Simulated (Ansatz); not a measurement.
```yaml
crystal:
  lattice:
    - [5.47009, 0.00000, 0.00000]
    - [0.00000, 5.47009, 0.00000]
    - [0.00000, 0.00000, 5.47009]
  atoms:
    - { symbol: Si, position: [0.25000, 0.25000, 0.25000] }
    - { symbol: Si, position: [0.75000, 0.75000, 0.25000] }
    - { symbol: Si, position: [0.75000, 0.25000, 0.75000] }
    - { symbol: Si, position: [0.25000, 0.75000, 0.75000] }
    - { symbol: Si, position: [0.00000, 0.00000, 0.00000] }
    - { symbol: Si, position: [0.50000, 0.50000, 0.00000] }
    - { symbol: Si, position: [0.50000, 0.00000, 0.50000] }
    - { symbol: Si, position: [0.00000, 0.50000, 0.50000] }
```

Space group Fd-3m; a structure from a database of computed crystals, not necessarily the ambient phase.

Method: Ansatz 0.2.0, DFT PBE, scalar-relativistic, plane waves, PAW.

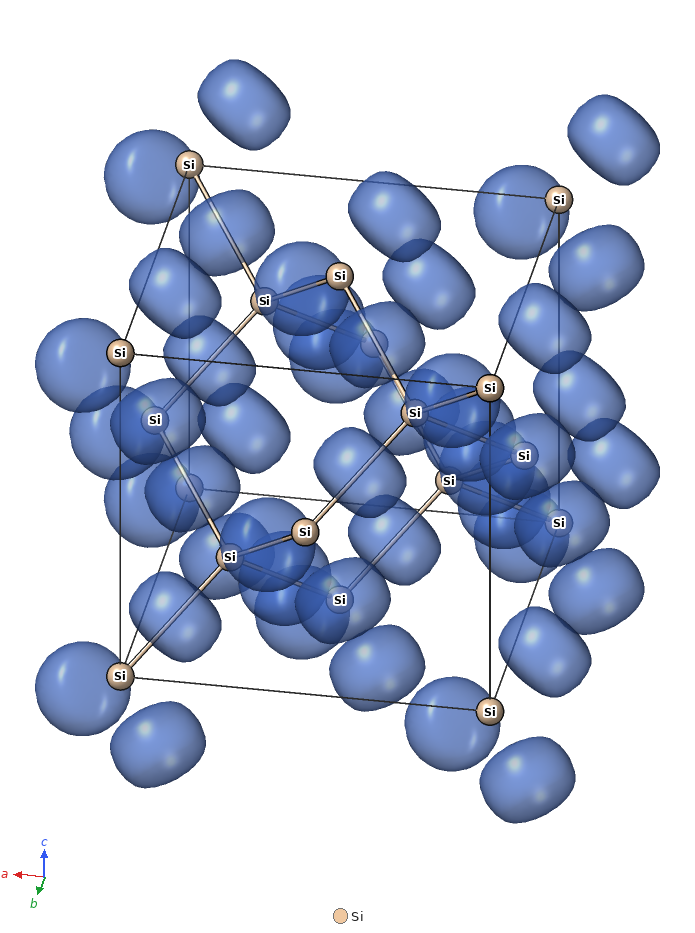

Si. Isosurface of the electron localisation function at 0.8 (blue), seen at an oblique angle. Only the valence region is drawn (cores and ρ < 0.01 e/Å³ removed). Sticks mark near contacts.

In a PAW calculation such maps are meaningful between the atoms, not at the nuclei.

Identify the bonds, lone pairs and shells in this picture.

Answer. The surface consists of 16 regions between bonded Si–Si atoms (shared pairs), counted in one cell of 8 atoms. Any copies at cell faces, edges or corners count once. Profiles from the grid: Si–Si (2.37 Å): the ELF peaks at about 0.95 between the atoms, as expected for localised, covalent bonding.

Does the calculation make it a metal, or give it a gap?

Answer. It is gapped, with a Kohn–Sham gap of 0.65 eV on the k-point mesh, an upper bound to the gap of this method.
